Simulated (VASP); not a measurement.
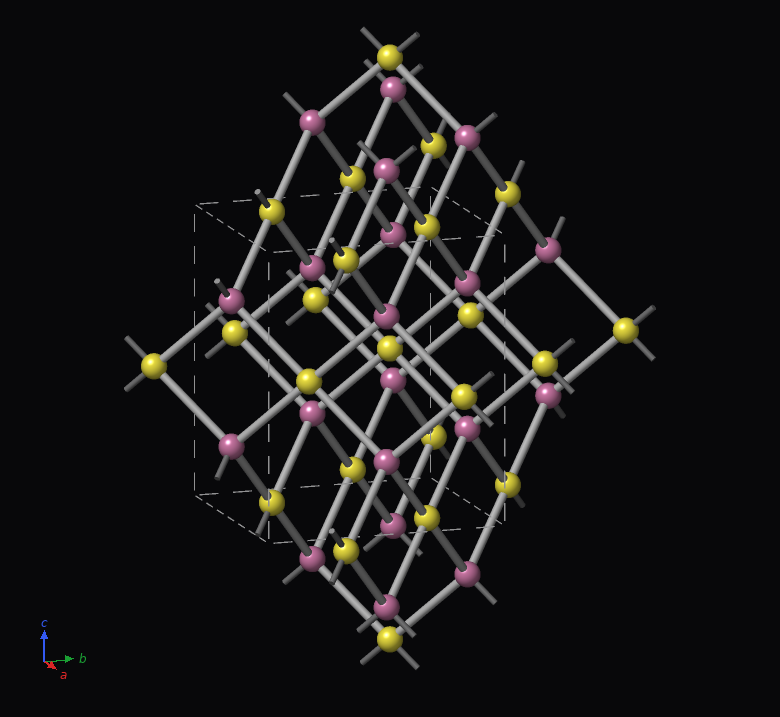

A cut-out of a periodic net derived from a crystal structure. Nodes are coloured by topological kind. Short stubs are edges that leave the cut-out.

### Classify the net: periodicity, connectivity, name.

A binodal (4,4)-connected, three-periodic net. It is the pts net, known from cooperite, PtS.

### Give point symbol and coordination sequence of each kind of node.

4-connected node: 4^2.8^4, sequence 4, 10, 24, 42; 4-connected node: 4^2.8^4, sequence 4, 10, 24, 42.

Where the net comes from. System CuO (space group Cccm, No. 66); source of the atomic positions: a cell listed in the Materials Project, as set up for an electronic-structure calculation. Bonds are taken as Cu–O below 2.2 Å. Simplification: prune 0- and 1-connected atoms, fold 2-connected ones into links. O is a 4-connected node; Cu is a 4-connected node, in the ratio 1:1.
